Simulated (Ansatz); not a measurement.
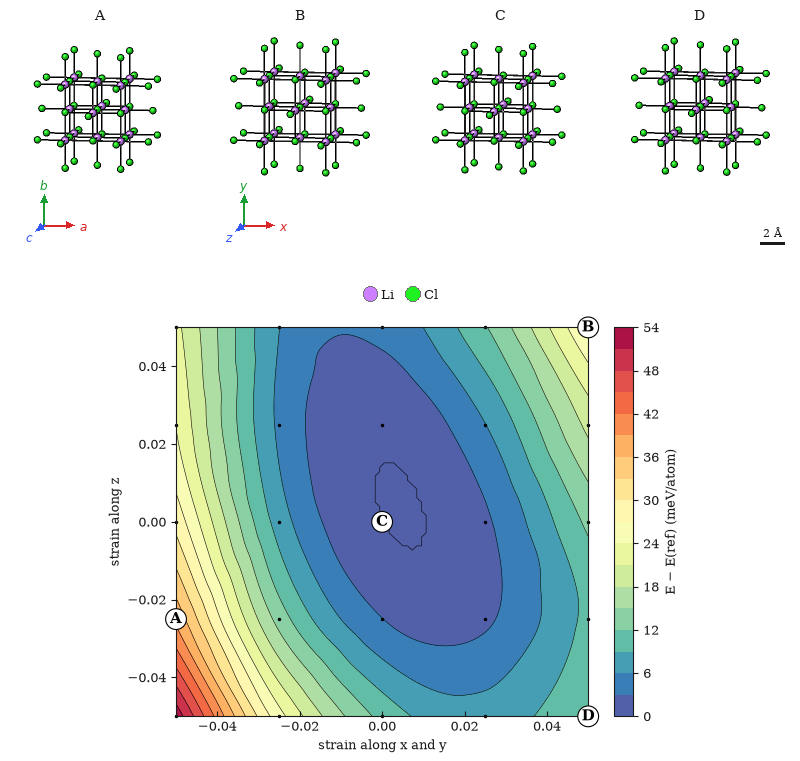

A crystal of LiCl (Fm-3m): the cell is strained equally along x and y and separately along z, with the atoms kept at their fractional coordinates. x, y and z are the Cartesian axes of the input. The map is interpolated between the computed points (dots). The lettered frames are marked on it. The picture is a ball-and-stick view of the conventional cell (4 times the calculation's cell), seen along the c axis, with a slight tilt. Lengths and directions refer to the drawn axes.

All numbers below come from DFT PBE, scalar-relativistic, plane waves, PAW in Ansatz 0.2.0. Set-up: plane-wave cutoff 420 eV; k-point mesh 8 × 8 × 8; occupations gaussian; smearing width 0.05 eV; no spin polarisation. Energies (free energies at the smearing named) are counted from the cell as listed in its source, which wasn't relaxed.

**Where is the lowest point of the map, and what else does it tell?**

In pairs of (strain along x and y; strain along z): the lowest computed point lies at (0.000, 0.000) (0.0 meV/atom), the highest at (−0.050, −0.050) (52.9 meV/atom). The valley is tilted: raising the in-plane strain is made harder by raising the strain along z (cross term 0.47 of the geometric mean of the two curvatures). Over the ranges scanned the energy rises more along the first axis, the in-plane strain. The pressure runs from −3.2 GPa at (0.050, 0.050) to 7.6 GPa at (−0.050, −0.050). The frames lie at A (−0.050, −0.025): 38.3 meV/atom, B (0.050, 0.050): 27.3 meV/atom, C (0.000, 0.000): 0.0 meV/atom, D (0.050, −0.050): 11.4 meV/atom.

The computed points:

Rows: strain along x and y; columns: strain along z; values in meV/atom.

|  | −0.050 | −0.025 | 0.000 | 0.025 | 0.050 |
| --- | --- | --- | --- | --- | --- |
| −0.050 | 52.9 | 38.3 | 29.0 | 23.9 | 21.9 |
| −0.025 | 25.2 | 13.8 | 7.7 | 5.5 | 6.0 |
| 0.000 | 11.1 | 3.1 | 0.0 | 0.6 | 3.8 |
| 0.025 | 7.4 | 2.6 | 2.5 | 5.9 | 11.8 |
| 0.050 | 11.4 | 9.8 | 12.7 | 18.8 | 27.3 |
